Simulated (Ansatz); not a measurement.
```cif
data_structure
_symmetry_space_group_name_H-M 'P 1'
_symmetry_Int_Tables_number 1
_cell_length_a 5.8691
_cell_length_b 5.8691
_cell_length_c 5.3150
_cell_angle_alpha 90.000
_cell_angle_beta 90.000
_cell_angle_gamma 90.000
_cell_volume 183.08
loop_
_atom_site_label
_atom_site_type_symbol
_atom_site_fract_x
_atom_site_fract_y
_atom_site_fract_z
_atom_site_occupancy
Si1 Si 0.49899 0.49886 0.99939 1
Si2 Si 0.99897 0.49873 0.24680 1
O1 O 0.19565 0.49874 0.99941 1
O2 O 0.99917 0.20481 0.26460 1
O3 O 0.80235 0.49874 0.99941 1
O4 O 0.99916 0.79276 0.26450 1
Si3 Si 0.49902 0.49886 0.49938 1
Si4 Si 0.99896 0.49866 0.75199 1
O5 O 0.19767 0.49873 0.49938 1
O6 O 0.99915 0.20471 0.73439 1
O7 O 0.80039 0.49871 0.49936 1
O8 O 0.99915 0.79265 0.73428 1
Si5 Si 0.49918 0.99876 0.24995 1
O9 O 0.68549 0.99883 0.99944 1
O10 O 0.49900 0.69292 0.25096 1
O11 O 0.31284 0.99888 0.99944 1
O12 O 0.49901 0.30470 0.25099 1
Si6 Si 0.99917 0.99877 0.49947 1
Si7 Si 0.49916 0.99877 0.74891 1
O13 O 0.69365 0.99881 0.49941 1
O14 O 0.49900 0.69293 0.74783 1
O15 O 0.30469 0.99883 0.49941 1
O16 O 0.49903 0.30472 0.74781 1
```

PAW files of the earlier set (soft_1).

The calculation used DFT PBE, scalar-relativistic, plane waves, PAW (Ansatz).

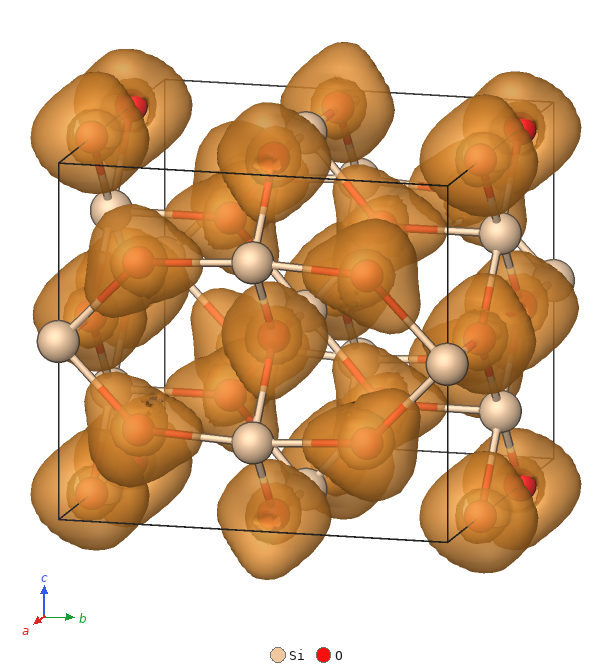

Si$_{7}$O$_{16}$ (cell with a defect). Isosurface of the electron localisation function at 0.75 (orange), seen slightly off an axis. Core shells and regions of very low density are left out. Sticks mark near contacts.

**Where are the electrons localised?**

The ELF exceeds this value in 16 regions on O in which the atom's valence shell and bonds are merged, counted in one cell of 23 atoms. Regions shared between cells count once. Along the contacts the grid gives the following. Si–O (1.72 Å): the ELF peaks at about 0.85 between the atoms. Si–O (1.77 Å): the ELF peaks at about 0.85 between the atoms.
